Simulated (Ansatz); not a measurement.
System: ZrH, space group P4_2/mmc (No. 131).

Structure:
```yaml
crystal:
  lattice:
    - [3.24279, 0.00000, 0.00000]
    - [0.00000, 3.24279, 0.00000]
    - [0.00000, 0.00000, 4.94800]
  atoms:
    - { symbol: Zr, position: [0.00000, 0.50000, 0.00000] }
    - { symbol: Zr, position: [0.50000, 0.00000, 0.50000] }
    - { symbol: H, position: [0.00000, 0.00000, 0.75000] }
    - { symbol: H, position: [0.00000, 0.00000, 0.25000] }
```

Computed with Ansatz 0.2.0: deformation of a crystal at fixed volume, lengths along the axis scaled against those across it, fractional coordinates fixed, by plane-wave density functional theory with PAW datasets, free energies less that of the undisturbed cell, pressure positive in compression; scalar-relativistic. Level: r2SCAN, no spin polarisation.

- wave cutoff: 500 eV
- k mesh: 16×16×12
- occupations: Gaussian
- smearing width: 0.15 eV
- k shift: (0, 0, 0) (mesh steps)
- start: as given
- path: tetragonal
- axis direction: (0, 0, 1) (Cartesian unit vector)

Describe the result: the energy change and pressure against relative axial ratio. The relative axial ratio takes the values 0.85, 0.92, 1.00, 1.10, 1.20.

The energy change is 33.40 meV/atom at relative axial ratio 0.85 and 83.09 meV/atom at 1.20; the lowest computed point is at relative axial ratio 1.00 (0.00 meV/atom), and no other minimum shows. The pressure goes from 1.219 GPa at relative axial ratio 0.85 to −0.661 GPa at 1.20, not monotonically, with a high of 1.525 GPa at 0.92, and changes sign near 1.11.

```tsv
axial ratio relative to the start	energy change (meV/atom)	pressure (GPa)
0.85	33.40	1.219
0.92	14.13	1.525
1.00	0.00	0.995
1.10	20.52	0.057
1.20	83.09	-0.661
```

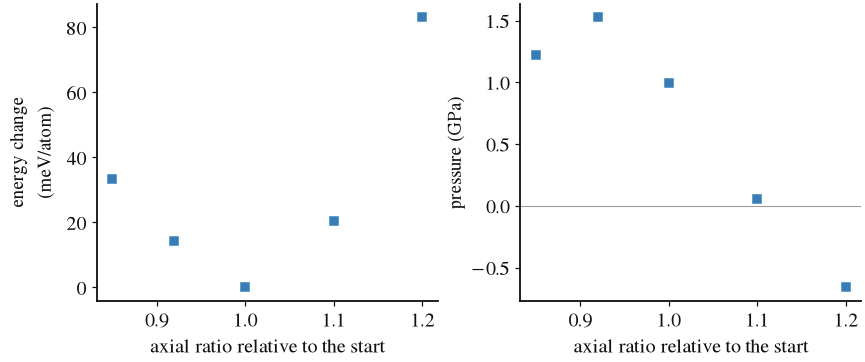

Note: reference crystal is not relaxed; shape and atomic fractions are frozen while scaling, which makes layered, chain and framework solids too stiff.
